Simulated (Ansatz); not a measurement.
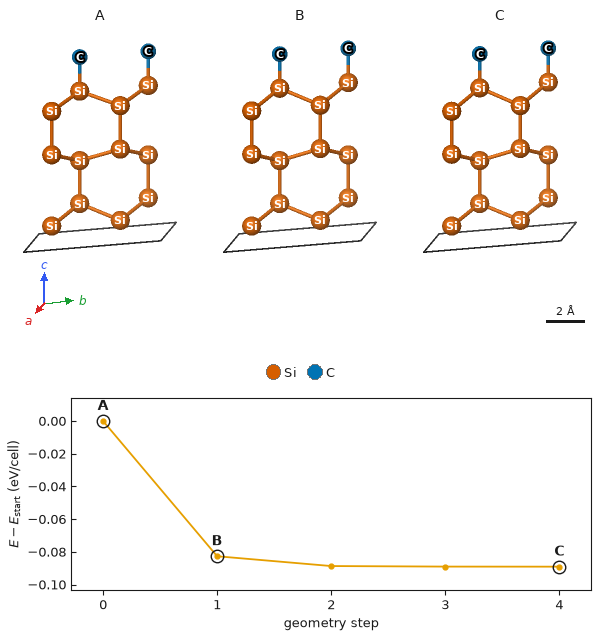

Frames of a constrained relaxation of a slab of composition Si₆C (cut from the P6_3/mmc phase), marked on the history of the run. The picture is a ball-and-stick view of the 1 × 2 repeat of the cell, outlined in the plane, without the vacuum, seen slightly off an axis.

Case: C put at a top Si site. The slab is the (0 0 1) face of Si with C on it. 3 atoms are held fixed.

Level of theory: DFT PBEsol, scalar-relativistic, plane waves, PAW in Ansatz. (plane-wave cutoff 420 eV; k-point mesh 9 × 9 × 1; occupations gaussian; smearing width 0.05 eV; collinear spin; dipole correction; atoms relaxed in a fixed cell; force threshold 0.03 eV/Å; at most 70 steps)

**What happens along the run?**

Over 4 geometry steps the energy falls by 89.0 meV per cell of the calculation. Largest force component: 0.95 eV/Å at the start, 0.00075 eV/Å at the end. A Si atom moves most: 0.18 Å along the normal (+c). By element the largest moves are Si 0.18 Å, C 0.17 Å. The lattice vectors keep their values. Near-neighbour distances that change, for instance: Si–Si 2.308 → 2.365 Å, Si–Si 2.393 → 2.365 Å, Si–Si 2.336 → 2.347 Å, C–Si 1.880 → 1.872 Å. Bond angles that change, for instance: Si–Si–C 106.9° → 111.0°, Si–Si–Si 106.9° → 111.0°, Si–Si–Si 111.9° → 107.9°. From step 0 to 1: Si and C atoms move most (0.16 Å), energy −82.7 meV per cell of the calculation. From step 1 to 4: a Si atom moves most (0.02 Å), energy −6.4 meV per cell of the calculation.

Limits of the set-up: the periodic images lie only 3.8 Å apart, so the values are limited by the cell's size.
